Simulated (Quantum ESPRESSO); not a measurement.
# Run report: Ga2O, single-point calculation (part 1 of 2)

System: Ga2O (P6/mmm, 3 atoms in the cell).
Method: Kohn-Sham DFT of a periodic cell, PBE with D3(BJ) two-body, PseudoDojo 0.4.1 SR PBEsol standard, no spin polarisation (Quantum ESPRESSO 7.5).

The structure was made by swapping elements on the sites of another compound; it need not be a known phase.

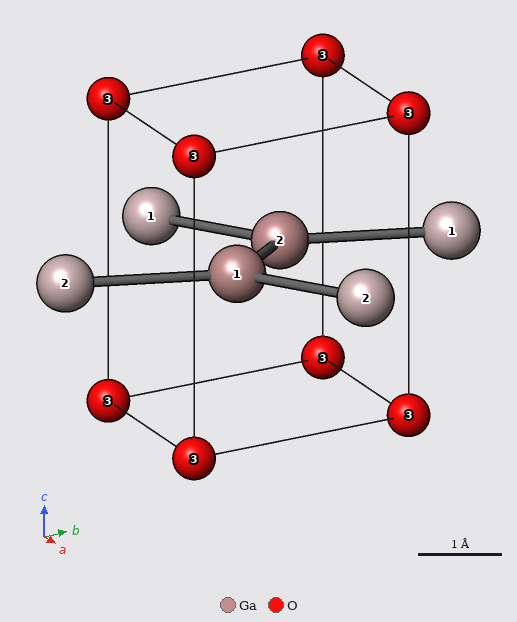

**Figure 1.** The input geometry (ball-and-stick view of the cell of the calculation, seen slightly off an axis; neighbours outside the cell are drawn fainter; atoms are numbered from 1 in the order of the input). An atom can appear more than once, as a periodic image.

Results in brief

```tsv
quantity	value
outcome	converged
space group (tolerance 0.01 Å)	P6/mmm (191)
electrons treated	32
free energy	−4613.8678 eV
Fermi energy	9.233 eV
gap on the k-point mesh	none (metallic)
pressure	16.60 GPa
largest force (length of the vector)	under 0.001 eV/Å
hardware	1 thread of Intel Xeon (Sapphire Rapids), 16 GiB of memory available, shared host
wall time	60 s
peak memory	0.12 GiB
```

Further notes kept with the run: potentials made for another functional. Points of doubt noted for this run: potentials made for another functional.

Input
```
&CONTROL
  calculation = 'scf'
  prefix = 'pwscf'
  outdir = './tmp'
  pseudo_dir = './pseudo'
  tprnfor = .true.
  tstress = .true.
  disk_io = 'nowf'
/
&SYSTEM
  ibrav = 0
  nat = 3
  ntyp = 2
  ecutwfc = 84
  nbnd = 24
  input_dft = 'pbe'
  occupations = 'smearing'
  smearing = 'mv'
  degauss = 0.00999582
  vdw_corr = 'grimme-d3'
  dftd3_version = 4
  dftd3_threebody = .false.
/
&ELECTRONS
  conv_thr = 6d-10
  electron_maxstep = 120
  mixing_beta = 0.5
/
ATOMIC_SPECIES
Ga    69.7230 Ga.upf
O     15.9990 O.upf
CELL_PARAMETERS angstrom
   3.7526843800    0.0000000000    0.0000000000
  -1.8763421900    3.2499200000    0.0000000000
   0.0000000000    0.0000000000    3.7370520900
ATOMIC_POSITIONS crystal
Ga     0.6666666700    0.3333333300    0.5000000000
Ga     0.3333333300    0.6666666700    0.5000000000
O      0.0000000000    0.0000000000    0.0000000000
K_POINTS automatic
8 8 7 0 0 0
```

Launched with:
```bash
OMP_NUM_THREADS=1 pw.x -in pw.in > pw.out
```

What the program printed
```
This program is part of the open-source Quantum ESPRESSO suite
     for quantum simulation of materials; please cite
         "P. Giannozzi et al., J. Phys.:Condens. Matter 21 395502 (2009);
         "P. Giannozzi et al., J. Phys.:Condens. Matter 29 465901 (2017);
         "P. Giannozzi et al., J. Chem. Phys. 152 154105 (2020);
          URL
     in publications or presentations arising from this work. More details at

     IMPORTANT: XC functional enforced from input :
     Exchange-correlation= PBE
                           (   1   4   3   4   0   0   0)
     Any further DFT definition will be discarded
     Please, verify this is what you really want

     Message from routine setup:
     using ibrav=0 with symmetry is DISCOURAGED, use correct ibrav instead

     G-vector sticks info
     --------------------
     sticks:   dense  smooth     PW     G-vecs:    dense   smooth      PW
     Sum        1159    1159    337                32051    32051    4967

     Using Slab Decomposition

     bravais-lattice index     =            0
     lattice parameter (alat)  =       7.0915  a.u.
     unit-cell volume          =     307.5675 (a.u.)^3
     number of atoms/cell      =            3
     number of atomic types    =            2
     number of electrons       =        32.00
     number of Kohn-Sham states=           24
     kinetic-energy cutoff     =      84.0000  Ry
     charge density cutoff     =     336.0000  Ry
     scf convergence threshold =      6.0E-10
     mixing beta               =       0.5000
     number of iterations used =            8  plain     mixing
     Exchange-correlation= PBE
                           (   1   4   3   4   0   0   0)

     celldm(1)=   7.091546  celldm(2)=   0.000000  celldm(3)=   0.000000
     celldm(4)=   0.000000  celldm(5)=   0.000000  celldm(6)=   0.000000

     crystal axes: (cart. coord. in units of alat)
               a(1) = (   1.000000   0.000000   0.000000 )
               a(2) = (  -0.500000   0.866025   0.000000 )
               a(3) = (   0.000000   0.000000   0.995834 )

     reciprocal axes: (cart. coord. in units 2 pi/alat)
               b(1) = (  1.000000  0.577350 -0.000000 )
               b(2) = (  0.000000  1.154701  0.000000 )
               b(3) = (  0.000000 -0.000000  1.004183 )

     PseudoPot. # 1 for Ga read from file:
     Ga.upf
     Pseudo is Norm-conserving + core correction, Zval = 13.0
     Generated using ONCVPSP code by D. R. Hamann
     Using radial grid of 1902 points,  6 beta functions with:
                l(1) =   0
                l(2) =   0
                l(3) =   1
                l(4) =   1
                l(5) =   2
                l(6) =   2

     PseudoPot. # 2 for O  read from file:
     O.upf
     Pseudo is Norm-conserving + core correction, Zval =  6.0
     Generated using ONCVPSP code by D. R. Hamann
     Using radial grid of  936 points,  5 beta functions with:
                l(1) =   0
                l(2) =   0
                l(3) =   1
                l(4) =   1
                l(5) =   2

     atomic species   valence    mass     pseudopotential
     Ga               13.00    69.72300     Ga( 1.00)
     O                 6.00    15.99900     O ( 1.00)

     24 Sym. Ops., with inversion, found

   Cartesian axes

     site n.     atom                  positions (alat units)
         1        Ga     tau(   1) = (   0.5000000   0.2886751   0.4979172  )
         2        Ga     tau(   2) = (  -0.0000000   0.5773503   0.4979172  )
         3        O      tau(   3) = (   0.0000000   0.0000000   0.0000000  )

     --------------------------------------------
     DFT-D3 Dispersion Correction (no 3-body):
     --------------------------------------------
       Reference C6 values for interpolation:

         atom   Coordination number   C6
         O          0.000            31.01
         O          0.993            25.63
         O          1.989            20.74
         Ga         0.000           967.50
         Ga         0.960           843.30
         Ga         1.931           515.75
         Ga         2.923           344.63

       Values used:

         atom   Coordination number  R0_AB[au]  C6      C8
         Ga         3.684            3.740    344.64  38743.52
         Ga         3.684            3.740    344.64  38743.52
         O          0.607            2.345     27.13    547.59

         Molecular C6 ( Ry / a.u.^6 ) =      1767.83

     number of k points=    40  Marzari-Vanderbilt smearing, width (Ry)=  0.0100
                       cart. coord. in units 2pi/alat
        k(    1) = (   0.0000000   0.0000000   0.0000000), wk =   0.0044643
        k(    2) = (   0.0000000   0.0000000   0.1434547), wk =   0.0089286
        k(    3) = (   0.0000000   0.0000000   0.2869094), wk =   0.0089286
        k(    4) = (   0.0000000   0.0000000   0.4303642), wk =   0.0089286
        k(    5) = (   0.0000000   0.1443376   0.0000000), wk =   0.0267857
        k(    6) = (   0.0000000   0.1443376   0.1434547), wk =   0.0535714
        k(    7) = (   0.0000000   0.1443376   0.2869094), wk =   0.0535714
        k(    8) = (   0.0000000   0.1443376   0.4303642), wk =   0.0535714
        k(    9) = (   0.0000000   0.2886751   0.0000000), wk =   0.0267857
        k(   10) = (   0.0000000   0.2886751   0.1434547), wk =   0.0535714
        k(   11) = (   0.0000000   0.2886751   0.2869094), wk =   0.0535714
        k(   12) = (   0.0000000   0.2886751   0.4303642), wk =   0.0535714
        k(   13) = (   0.0000000   0.4330127   0.0000000), wk =   0.0267857
        k(   14) = (   0.0000000   0.4330127   0.1434547), wk =   0.0535714
        k(   15) = (   0.0000000   0.4330127   0.2869094), wk =   0.0535714
        k(   16) = (   0.0000000   0.4330127   0.4303642), wk =   0.0535714
        k(   17) = (   0.0000000  -0.5773503   0.0000000), wk =   0.0133929
        k(   18) = (   0.0000000  -0.5773503   0.1434547), wk =   0.0267857
        k(   19) = (   0.0000000  -0.5773503   0.2869094), wk =   0.0267857
        k(   20) = (   0.0000000  -0.5773503   0.4303642), wk =   0.0267857
        k(   21) = (   0.1250000   0.2165064   0.0000000), wk =   0.0267857
        k(   22) = (   0.1250000   0.2165064   0.1434547), wk =   0.0535714
        k(   23) = (   0.1250000   0.2165064   0.2869094), wk =   0.0535714
        k(   24) = (   0.1250000   0.2165064   0.4303642), wk =   0.0535714
        k(   25) = (   0.1250000   0.3608439   0.0000000), wk =   0.0535714
        k(   26) = (   0.1250000   0.3608439   0.1434547), wk =   0.1071429
        k(   27) = (   0.1250000   0.3608439   0.2869094), wk =   0.1071429
        k(   28) = (   0.1250000   0.3608439   0.4303642), wk =   0.1071429
        k(   29) = (   0.1250000   0.5051815   0.0000000), wk =   0.0535714
        k(   30) = (   0.1250000   0.5051815   0.1434547), wk =   0.1071429
        k(   31) = (   0.1250000   0.5051815   0.2869094), wk =   0.1071429
        k(   32) = (   0.1250000   0.5051815   0.4303642), wk =   0.1071429
        k(   33) = (   0.2500000   0.4330127   0.0000000), wk =   0.0267857
        k(   34) = (   0.2500000   0.4330127   0.1434547), wk =   0.0535714
        k(   35) = (   0.2500000   0.4330127   0.2869094), wk =   0.0535714
        k(   36) = (   0.2500000   0.4330127   0.4303642), wk =   0.0535714
        k(   37) = (   0.2500000   0.5773503   0.0000000), wk =   0.0267857
        k(   38) = (   0.2500000   0.5773503   0.1434547), wk =   0.0535714
        k(   39) = (   0.2500000   0.5773503   0.2869094), wk =   0.0535714
        k(   40) = (   0.2500000   0.5773503   0.4303642), wk =   0.0535714

     Dense  grid:    32051 G-vectors     FFT dimensions: (  45,  45,  45)

     Initial potential from superposition of free atoms

     starting charge      31.9951, renormalised to      32.0000
     Starting wfcs are   22 randomized atomic wfcs +    2 random wfcs

     Self-consistent Calculation

     iteration #  1     ecut=    84.00 Ry     beta= 0.50
     Davidson diagonalization with overlap
     ethr =  1.00E-02,  avg # of iterations =  5.7

     total energy              =    -338.78082861 Ry
     estimated scf accuracy    <       0.69746833 Ry

     iteration #  2     ecut=    84.00 Ry     beta= 0.50
     Davidson diagonalization with overlap
     ethr =  2.18E-03,  avg # of iterations =  2.1

     total energy              =    -338.68012317 Ry
     estimated scf accuracy    <       3.22395839 Ry

     iteration #  3     ecut=    84.00 Ry     beta= 0.50
     Davidson diagonalization with overlap
     ethr =  2.18E-03,  avg # of iterations =  2.0

     total energy              =    -339.11064898 Ry
     estimated scf accuracy    <       0.04127716 Ry

     iteration #  4     ecut=    84.00 Ry     beta= 0.50
     Davidson diagonalization with overlap
     ethr =  1.29E-04,  avg # of iterations =  2.2

     total energy              =    -339.11229780 Ry
     estimated scf accuracy    <       0.00404705 Ry

     iteration #  5     ecut=    84.00 Ry     beta= 0.50
     Davidson diagonalization with overlap
     ethr =  1.26E-05,  avg # of iterations =  3.5

     total energy              =    -339.11296768 Ry
     estimated scf accuracy    <       0.00043517 Ry

     iteration #  6     ecut=    84.00 Ry     beta= 0.50
     Davidson diagonalization with overlap
     ethr =  1.36E-06,  avg # of iterations =  3.2

     total energy              =    -339.11302834 Ry
     estimated scf accuracy    <       0.00001642 Ry

     iteration #  7     ecut=    84.00 Ry     beta= 0.50
     Davidson diagonalization with overlap
     ethr =  5.13E-08,  avg # of iterations =  2.0

     total energy              =    -339.11302930 Ry
     estimated scf accuracy    <       0.00000179 Ry

     iteration #  8     ecut=    84.00 Ry     beta= 0.50
     Davidson diagonalization with overlap
     ethr =  5.58E-09,  avg # of iterations =  2.0

     total energy              =    -339.11302937 Ry
     estimated scf accuracy    <       0.00000024 Ry

     iteration #  9     ecut=    84.00 Ry     beta= 0.50
     Davidson diagonalization with overlap
     ethr =  7.54E-10,  avg # of iterations =  2.1

     total energy              =    -339.11302941 Ry
     estimated scf accuracy    <          5.1E-09 Ry

     iteration # 10     ecut=    84.00 Ry     beta= 0.50
     Davidson diagonalization with overlap
     ethr =  1.59E-11,  avg # of iterations =  2.5

     End of self-consistent calculation

          k = 0.0000 0.0000 0.0000 (  4059 PWs)   bands (ev):

    -7.3977  -6.6349  -6.5516  -6.5516  -6.3546  -6.3546  -6.1762  -6.1762
    -5.8191  -5.8191  -5.7436  -0.0053   6.4280   7.5670   7.5670  11.0105
    11.0105  12.6375  14.1467  15.7385  17.1645  17.1645  21.5660  22.2159

          k = 0.0000 0.0000 0.1435 (  3999 PWs)   bands (ev):

    -7.3468  -6.6360  -6.5514  -6.5514  -6.3572  -6.3572  -6.1753  -6.1753
    -5.8205  -5.8205  -5.7387  -0.1240   6.5530   7.6099   7.6099  11.1026
    11.1026  11.6634  14.3152  16.9366  16.9366  16.9932  20.7621  22.6894

          k = 0.0000 0.0000 0.2869 (  4011 PWs)   bands (ev):

    -7.2247  -6.6423  -6.5507  -6.5507  -6.3628  -6.3628  -6.1733  -6.1733
    -5.8237  -5.8237  -5.7276  -0.3929   6.9517   7.7100   7.7100  10.1574
    11.3249  11.3249  14.8005  16.4584  16.4584  19.2160  19.3004  21.3628

          k = 0.0000 0.0000 0.4304 (  3962 PWs)   bands (ev):

    -7.1154  -6.6540  -6.5502  -6.5502  -6.3674  -6.3674  -6.1718  -6.1718
    -5.8263  -5.8263  -5.7187  -0.6108   7.6279   7.7942   7.7942   8.8613
    11.5216  11.5216  15.4417  16.1009  16.1009  17.9179  20.3740  20.3740

          k = 0.0000 0.1443 0.0000 (  4008 PWs)   bands (ev):
```
